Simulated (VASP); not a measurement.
**Run report: Hf, geometry relaxation (part 1 of 3)**

Hf (P6₃/mmc, 2 atoms in the cell), computed with Kohn-Sham DFT of a periodic cell, PBEsol, VASP PAW PBE potentials, recommended, no spin polarisation (VASP 6.6.1).

The structure derives from an entry of the Crystallography Open Database.

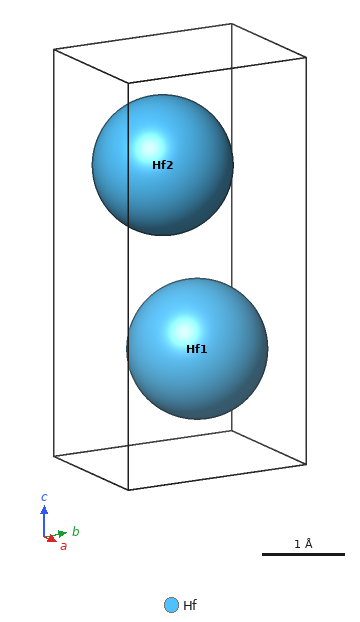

The input geometry (spheres-only view of the cell of the calculation, seen slightly off an axis; atoms are numbered from 1 in the order of the input). An atom can appear more than once, as a periodic image.

### Summary

```tsv
quantity	value
outcome	converged
space group (tolerance 0.01 Å)	P6₃/mmc (194)
electrons treated	20
free energy	−19.5142 eV
gap on the k-point mesh	none (metallic)
pressure	49.99 GPa
final volume	30.77 Å³
largest force (length of the vector) at the end	under 0.001 eV/Å
final cell	a = 2.659 Å, b = 2.659 Å, c = 5.026 Å, α = 90.00°, β = 90.00°, γ = 120.00°
hardware	1 thread of Intel Xeon (Sapphire Rapids), 176 GiB of memory available, shared host
wall time	62 s
peak memory	0.17 GiB
```

### Notes

Spin–orbit coupling is left out, which matters for Hf. The k-point mesh is coarse for a cell of this size, so the results may not be converged. The volume changed by more than 5 % on the plane waves of the start, so the result carries a basis error; a second relaxation from the end is advised.

### INCAR
```
SYSTEM = Hf
PREC = Accurate
ENCUT = 520
EDIFF = 1E-7
ISMEAR = 0
SIGMA = 0.1
LREAL = .False.
LASPH = .True.
NELM = 60
ALGO = Normal
ISIF = 3
LWAVE = .False.
LCHARG = .False.
GGA = PS
IBRION = 2
NSW = 80
EDIFFG = -0.002
PSTRESS = 500.0
```

### KPOINTS
```
Automatic mesh
0
Gamma
  3 3 2
  0 0 0
```

### POSCAR
```
Hf
1.0
    3.1967000000      0.0000000000      0.0000000000
   -1.5983500000      2.7684234100      0.0000000000
    0.0000000000      0.0000000000      5.0578000000
Hf
2
Direct
    0.3333333300      0.6666666700      0.2500000000
    0.6666666700      0.3333333300      0.7500000000
```

Launch command:
```bash
cat potpaw_PBE.64/Hf_pv/POTCAR > POTCAR
mpirun -np 1 vasp_std > vasp.out
```

### OSZICAR
```
N       E                     dE             d eps       ncg     rms          rms(c)
DAV:   1     0.470781719280E+02    0.47078E+02   -0.11795E+04   168   0.136E+03
DAV:   2    -0.193210800724E+02   -0.66399E+02   -0.65157E+02   198   0.271E+02
DAV:   3    -0.218382307440E+02   -0.25172E+01   -0.25096E+01   222   0.321E+01
DAV:   4    -0.218625710626E+02   -0.24340E-01   -0.24328E-01   192   0.389E+00
DAV:   5    -0.218628920992E+02   -0.32104E-03   -0.32102E-03   218   0.382E-01    0.675E+01
DAV:   6    -0.212615063090E+02    0.60139E+00   -0.56305E-01   180   0.558E+00    0.400E+01
DAV:   7    -0.210502625333E+02    0.21124E+00   -0.95044E-01   180   0.694E+00    0.197E+00
DAV:   8    -0.210386310057E+02    0.11632E-01   -0.63425E-02   174   0.193E+00    0.421E-01
DAV:   9    -0.210387416468E+02   -0.11064E-03   -0.13572E-03   228   0.301E-01    0.218E-01
DAV:  10    -0.210387301092E+02    0.11538E-04   -0.41568E-05   208   0.522E-02    0.204E-01
DAV:  11    -0.210387318340E+02   -0.17249E-05   -0.47478E-06   230   0.181E-02    0.137E-02
DAV:  12    -0.210387319393E+02   -0.10522E-06   -0.60424E-07   192   0.588E-03    0.646E-03
DAV:  13    -0.210387318549E+02    0.84368E-07   -0.19288E-08   138   0.111E-03
   1 F= -.70700487E+01 E0= -.70690417E+01  d E =-.707005E+01
       N       E                     dE             d eps       ncg     rms          rms(c)
DAV:   1    -0.110451729030E+03   -0.89413E+02   -0.41649E+03   168   0.874E+02    0.245E+02
DAV:   2    -0.111670694682E+02    0.99285E+02   -0.10955E+02   186   0.135E+02    0.173E+02
DAV:   3     0.339875051924E+02    0.45155E+02   -0.99979E+01   180   0.108E+02    0.545E+01
DAV:   4     0.343787764684E+02    0.39127E+00   -0.81986E+00   210   0.288E+01    0.143E+01
DAV:   5     0.346229435154E+02    0.24417E+00   -0.30321E-01   192   0.555E+00    0.118E+01
DAV:   6     0.345927741731E+02   -0.30169E-01   -0.35201E-01   210   0.400E+00    0.784E+00
DAV:   7     0.345994869484E+02    0.67128E-02   -0.80698E-03   180   0.879E-01    0.434E+00
DAV:   8     0.346000295204E+02    0.54257E-03   -0.52944E-04   210   0.246E-01    0.107E+00
DAV:   9     0.346000567279E+02    0.27208E-04   -0.52872E-05   180   0.761E-02    0.535E-01
DAV:  10     0.346000642072E+02    0.74793E-05   -0.74438E-06   198   0.305E-02    0.132E-01
DAV:  11     0.346000647439E+02    0.53664E-06   -0.57378E-07   204   0.819E-03    0.338E-03
DAV:  12     0.346000647619E+02    0.18008E-07   -0.50699E-09    90   0.747E-04
   2 F= 0.38149975E+02 E0= 0.38156243E+02  d E =0.452200E+02
       N       E                     dE             d eps       ncg     rms          rms(c)
DAV:   1    -0.123392067000E+03   -0.15799E+03   -0.28617E+03   180   0.423E+02    0.814E+02
DAV:   2    -0.360663476805E+02    0.87326E+02   -0.21627E+02   180   0.116E+02    0.299E+02
DAV:   3    -0.254824972271E+02    0.10584E+02   -0.21245E+01   200   0.234E+01    0.231E+02
DAV:   4    -0.208502439312E+02    0.46323E+01   -0.19192E+01   180   0.296E+01    0.564E+01
DAV:   5    -0.209508431934E+02   -0.10060E+00   -0.58363E-01   186   0.591E+00    0.297E+01
DAV:   6    -0.209771520518E+02   -0.26309E-01   -0.50173E-02   186   0.144E+00    0.655E+00
DAV:   7    -0.209802113881E+02   -0.30593E-02   -0.60789E-03   192   0.522E-01    0.624E-01
DAV:   8    -0.209800948704E+02    0.11652E-03   -0.15647E-04   180   0.999E-02    0.221E-01
DAV:   9    -0.209800905272E+02    0.43433E-05   -0.26749E-05   192   0.459E-02    0.590E-02
DAV:  10    -0.209800909154E+02   -0.38826E-06   -0.66935E-07   204   0.742E-03    0.353E-02
DAV:  11    -0.209800913461E+02   -0.43063E-06   -0.13108E-07   140   0.195E-03    0.330E-03
DAV:  12    -0.209800913784E+02   -0.32357E-07   -0.16519E-08   102   0.954E-04
   3 F= -.84926145E+01 E0= -.84876973E+01  d E =-.142257E+01
       N       E                     dE             d eps       ncg     rms          rms(c)
DAV:   1    -0.211392865214E+02   -0.15920E+00   -0.10511E+01   168   0.294E+01    0.832E+00
DAV:   2    -0.208326362736E+02    0.30665E+00   -0.63485E-01   168   0.698E+00    0.234E+00
DAV:   3    -0.207322424978E+02    0.10039E+00   -0.18651E-01   168   0.357E+00    0.120E+00
DAV:   4    -0.207225357424E+02    0.97068E-02   -0.20160E-02   186   0.119E+00    0.113E+00
DAV:   5    -0.207212691122E+02    0.12666E-02   -0.30974E-03   198   0.390E-01    0.169E-01
DAV:   6    -0.207213004893E+02   -0.31377E-04   -0.11022E-04   208   0.753E-02    0.414E-02
DAV:   7    -0.207212943375E+02    0.61517E-05   -0.35017E-06   186   0.146E-02    0.499E-03
DAV:   8    -0.207212943081E+02    0.29417E-07   -0.11784E-07   134   0.290E-03
   4 F= -.90977508E+01 E0= -.90896991E+01  d E =-.202770E+01
       N       E                     dE             d eps       ncg     rms          rms(c)
DAV:   1    -0.212435911591E+02   -0.52230E+00   -0.39462E+01   168   0.584E+01    0.182E+01
DAV:   2    -0.200743319341E+02    0.11693E+01   -0.23952E+00   168   0.140E+01    0.518E+00
DAV:   3    -0.196760941972E+02    0.39824E+00   -0.75980E-01   168   0.754E+00    0.267E+00
DAV:   4    -0.196513196992E+02    0.24774E-01   -0.53189E-02   206   0.197E+00    0.245E+00
DAV:   5    -0.196449600740E+02    0.63596E-02   -0.14579E-02   180   0.903E-01    0.298E-01
DAV:   6    -0.196450806289E+02   -0.12055E-03   -0.60762E-04   212   0.186E-01    0.122E-01
DAV:   7    -0.196450622863E+02    0.18343E-04   -0.18023E-05   186   0.362E-02    0.222E-02
DAV:   8    -0.196450624430E+02   -0.15673E-06   -0.12560E-06   192   0.942E-03    0.660E-03
DAV:   9    -0.196450625376E+02   -0.94557E-07   -0.32906E-08   108   0.150E-03
   5 F= -.95446817E+01 E0= -.95381687E+01  d E =-.247463E+01
       N       E                     dE             d eps       ncg     rms          rms(c)
DAV:   1    -0.197746653554E+02   -0.12960E+00   -0.25546E-01   168   0.474E+00    0.170E+00
DAV:   2    -0.197672983018E+02    0.73671E-02   -0.16854E-02   168   0.114E+00    0.459E-01
DAV:   3    -0.197647005891E+02    0.25977E-02   -0.44462E-03   168   0.569E-01    0.240E-01
DAV:   4    -0.197644920181E+02    0.20857E-03   -0.45481E-04   198   0.182E-01    0.208E-01
DAV:   5    -0.197644554699E+02    0.36548E-04   -0.70240E-05   180   0.591E-02    0.305E-02
DAV:   6    -0.197644546506E+02    0.81925E-06   -0.51865E-06   204   0.174E-02    0.934E-03
DAV:   7    -0.197644548523E+02   -0.20164E-06   -0.13225E-07   132   0.305E-03    0.118E-03
DAV:   8    -0.197644548539E+02   -0.16057E-08   -0.10218E-08   102   0.812E-04
   6 F= -.95476753E+01 E0= -.95410805E+01  d E =-.247763E+01
       N       E                     dE             d eps       ncg     rms          rms(c)
DAV:   1    -0.205212336039E+02   -0.75678E+00   -0.52445E+01   168   0.606E+01    0.621E+00
DAV:   2    -0.199016632305E+02    0.61957E+00   -0.10380E+00   186   0.803E+00    0.104E+01
DAV:   3    -0.198260282090E+02    0.75635E-01   -0.32001E-02   200   0.130E+00    0.904E+00
DAV:   4    -0.197021467260E+02    0.12388E+00   -0.19200E-01   206   0.319E+00    0.152E+00
DAV:   5    -0.197010170344E+02    0.11297E-02   -0.10177E-02   206   0.765E-01    0.294E-01
DAV:   6    -0.197009972506E+02    0.19784E-04   -0.14275E-04   200   0.849E-02    0.130E-01
DAV:   7    -0.197009944015E+02    0.28491E-05   -0.23813E-05   200   0.366E-02    0.371E-02
DAV:   8    -0.197009942486E+02    0.15288E-06   -0.17197E-06   188   0.104E-02    0.673E-03
DAV:   9    -0.197009942545E+02   -0.58585E-08   -0.84403E-08    96   0.237E-03
   7 F= -.97959531E+01 E0= -.97893059E+01  d E =-.248278E+00
       N       E                     dE             d eps       ncg     rms          rms(c)
DAV:   1    -0.204270282139E+02   -0.72603E+00   -0.55110E+01   168   0.623E+01    0.761E+00
DAV:   2    -0.197335387959E+02    0.69349E+00   -0.11099E+00   174   0.890E+00    0.603E+00
DAV:   3    -0.194793607112E+02    0.25418E+00   -0.22047E-01   200   0.330E+00    0.480E+00
DAV:   4    -0.194245364918E+02    0.54824E-01   -0.13157E-01   206   0.244E+00    0.497E+00
DAV:   5    -0.194267348308E+02   -0.21983E-02   -0.40132E-03   188   0.467E-01    0.722E+00
DAV:   6    -0.194238569152E+02    0.28779E-02   -0.54620E-03   168   0.368E-01    0.912E-01
DAV:   7    -0.194238788714E+02   -0.21956E-04   -0.72397E-05   204   0.644E-02    0.106E+00
DAV:   8    -0.194237532794E+02    0.12559E-03   -0.15758E-04   194   0.879E-02    0.162E-01
DAV:   9    -0.194237591296E+02   -0.58502E-05   -0.18121E-05   206   0.313E-02    0.200E-01
DAV:  10    -0.194237546576E+02    0.44720E-05   -0.34730E-06   200   0.130E-02    0.884E-02
DAV:  11    -0.194237537881E+02    0.86950E-06   -0.14590E-06   200   0.835E-03    0.863E-03
DAV:  12    -0.194237538121E+02   -0.24019E-07   -0.37290E-08    84   0.145E-03
   8 F= -.98944348E+01 E0= -.98850729E+01  d E =-.346760E+00
       N       E                     dE             d eps       ncg     rms          rms(c)
DAV:   1    -0.196600944139E+02   -0.23634E+00   -0.60846E+00   168   0.210E+01    0.318E+00
DAV:   2    -0.195980536891E+02    0.62041E-01   -0.10186E-01   174   0.283E+00    0.352E+00
DAV:   3    -0.195827148725E+02    0.15339E-01   -0.76097E-03   194   0.668E-01    0.275E+00
DAV:   4    -0.195705610221E+02    0.12154E-01   -0.22718E-02   206   0.114E+00    0.564E-01
DAV:   5    -0.195706027557E+02   -0.41734E-04   -0.88202E-04   180   0.224E-01    0.146E-01
DAV:   6    -0.195706008995E+02    0.18562E-05   -0.24021E-05   192   0.343E-02    0.616E-02
DAV:   7    -0.195705998661E+02    0.10334E-05   -0.15451E-06   174   0.915E-03    0.313E-02
DAV:   8    -0.195705996439E+02    0.22220E-06   -0.11496E-07   104   0.252E-03    0.683E-03
DAV:   9    -0.195705996110E+02    0.32926E-07   -0.12320E-08    84   0.931E-04
   9 F= -.99086653E+01 E0= -.99036688E+01  d E =-.360990E+00
       N       E                     dE             d eps       ncg     rms          rms(c)
DAV:   1    -0.195418197180E+02    0.28780E-01   -0.59805E-01   168   0.655E+00    0.777E-01
DAV:   2    -0.195343739872E+02    0.74457E-02   -0.10714E-02   174   0.907E-01    0.528E-01
DAV:   3    -0.195316268164E+02    0.27472E-02   -0.23356E-03   186   0.356E-01    0.390E-01
DAV:   4    -0.195309832580E+02    0.64356E-03   -0.11981E-03   206   0.251E-01    0.159E-01
DAV:   5    -0.195309775358E+02    0.57222E-05   -0.59939E-05   206   0.566E-02    0.331E-02
DAV:   6    -0.195309776696E+02   -0.13377E-06   -0.71486E-07   180   0.673E-03    0.981E-03
DAV:   7    -0.195309775772E+02    0.92400E-07   -0.25174E-07   158   0.382E-03
  10 F= -.99098995E+01 E0= -.99047269E+01  d E =-.362224E+00
       N       E                     dE             d eps       ncg     rms          rms(c)
DAV:   1    -0.195477857900E+02   -0.16808E-01   -0.79765E-02   168   0.239E+00    0.283E-01
DAV:   2    -0.195468069403E+02    0.97885E-03   -0.14138E-03   174   0.330E-01    0.206E-01
DAV:   3    -0.195464578152E+02    0.34913E-03   -0.28198E-04   194   0.124E-01    0.151E-01
DAV:   4    -0.195463624098E+02    0.95405E-04   -0.17234E-04   206   0.965E-02    0.547E-02
DAV:   5    -0.195463613010E+02    0.11088E-05   -0.87262E-06   206   0.217E-02    0.102E-02
DAV:   6    -0.195463612896E+02    0.11338E-07   -0.71691E-08   124   0.202E-03
  11 F= -.99102748E+01 E0= -.99052457E+01  d E =-.362600E+00
       N       E                     dE             d eps       ncg     rms          rms(c)
DAV:   1    -0.194314401320E+02    0.11492E+00   -0.33457E-01   168   0.548E+00    0.178E+00
DAV:   2    -0.194209594354E+02    0.10481E-01   -0.21694E-02   168   0.134E+00    0.570E-01
DAV:   3    -0.194172857352E+02    0.36737E-02   -0.68415E-03   168   0.720E-01    0.231E-01
DAV:   4    -0.194171546408E+02    0.13109E-03   -0.35692E-04   186   0.164E-01    0.203E-01
DAV:   5    -0.194171086991E+02    0.45942E-04   -0.11667E-04   186   0.805E-02    0.279E-02
DAV:   6    -0.194171099169E+02   -0.12178E-05   -0.91430E-06   194   0.242E-02    0.146E-02
DAV:   7    -0.194171092975E+02    0.61940E-06   -0.18932E-07   120   0.387E-03    0.179E-03
DAV:   8    -0.194171093316E+02   -0.34147E-07   -0.23090E-08    84   0.141E-03
  12 F= -.99081236E+01 E0= -.99029024E+01  d E =0.215122E-02
       N       E                     dE             d eps       ncg     rms          rms(c)
DAV:   1    -0.195208590538E+02   -0.10375E+00   -0.18145E-01   168   0.403E+00    0.131E+00
DAV:   2    -0.195151960846E+02    0.56630E-02   -0.11776E-02   168   0.987E-01    0.420E-01
DAV:   3    -0.195132026953E+02    0.19934E-02   -0.36654E-03   168   0.524E-01    0.166E-01
DAV:   4    -0.195131221329E+02    0.80562E-04   -0.20482E-04   186   0.124E-01    0.146E-01
DAV:   5    -0.195130897516E+02    0.32381E-04   -0.59852E-05   180   0.571E-02    0.204E-02
DAV:   6    -0.195130888500E+02    0.90158E-06   -0.50389E-06   186   0.180E-02    0.104E-02
DAV:   7    -0.195130890708E+02   -0.22082E-06   -0.10913E-07   114   0.289E-03    0.134E-03
DAV:   8    -0.195130890439E+02    0.26884E-07   -0.14469E-08    84   0.114E-03
  13 F= -.99105923E+01 E0= -.99055382E+01  d E =-.317484E-03
       N       E                     dE             d eps       ncg     rms          rms(c)
DAV:   1    -0.195137603724E+02   -0.67130E-03   -0.92562E-06   168   0.288E-02    0.952E-03
DAV:   2    -0.195137600940E+02    0.27833E-06   -0.59605E-07   168   0.705E-03    0.304E-03
DAV:   3    -0.195137599769E+02    0.11711E-06   -0.17207E-07    90   0.375E-03    0.124E-03
DAV:   4    -0.195137599621E+02    0.14821E-07   -0.26239E-08    84   0.157E-03
  14 F= -.99105922E+01 E0= -.99055387E+01  d E =-.317373E-03
       N       E                     dE             d eps       ncg     rms          rms(c)
DAV:   1    -0.195145236102E+02   -0.76363E-03   -0.18269E-03   168   0.358E-01    0.314E-02
DAV:   2    -0.195145014125E+02    0.22198E-04   -0.27676E-05   174   0.456E-02    0.282E-02
DAV:   3    -0.195144931754E+02    0.82371E-05   -0.79761E-06   200   0.196E-02    0.225E-02
DAV:   4    -0.195144915621E+02    0.16133E-05   -0.30538E-06   206   0.124E-02    0.757E-03
DAV:   5    -0.195144915530E+02    0.90859E-08   -0.12045E-07   100   0.264E-03
  15 F= -.99105935E+01 E0= -.99055528E+01  d E =-.132237E-05
       N       E                     dE             d eps       ncg     rms          rms(c)
DAV:   1    -0.195141809964E+02    0.31057E-03   -0.34974E-04   168   0.156E-01    0.139E-02
DAV:   2    -0.195141766785E+02    0.43179E-05   -0.54006E-06   174   0.201E-02    0.124E-02
DAV:   3    -0.195141750765E+02    0.16020E-05   -0.15783E-06   200   0.868E-03    0.982E-03
DAV:   4    -0.195141747597E+02    0.31672E-06   -0.56494E-07   200   0.535E-03    0.332E-03
DAV:   5    -0.195141747513E+02    0.84374E-08   -0.22241E-08    84   0.116E-03
  16 F= -.99105956E+01 E0= -.99055497E+01  d E =-.341657E-05
```

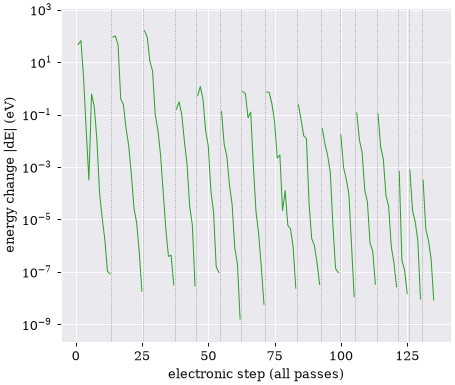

Convergence of the self-consistent field: energy change |dE| against the electronic step. Each stretch between dotted lines is the SCF of one geometry step of a relaxation. The 16 ionic steps take 4 to 13 electronic steps each. The density is held fixed in the first few steps, and dE rises again when its update begins.

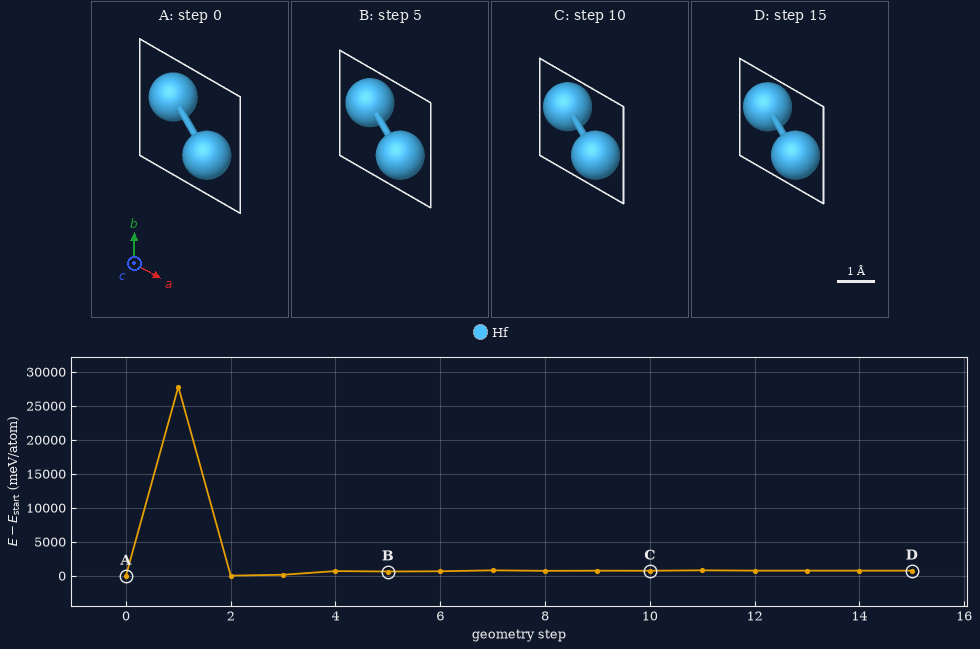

Frames of the relaxation (ball-and-stick view of the cell of the calculation, along the c axis) above the curves, on which the letters mark them (steps are counted from 0).
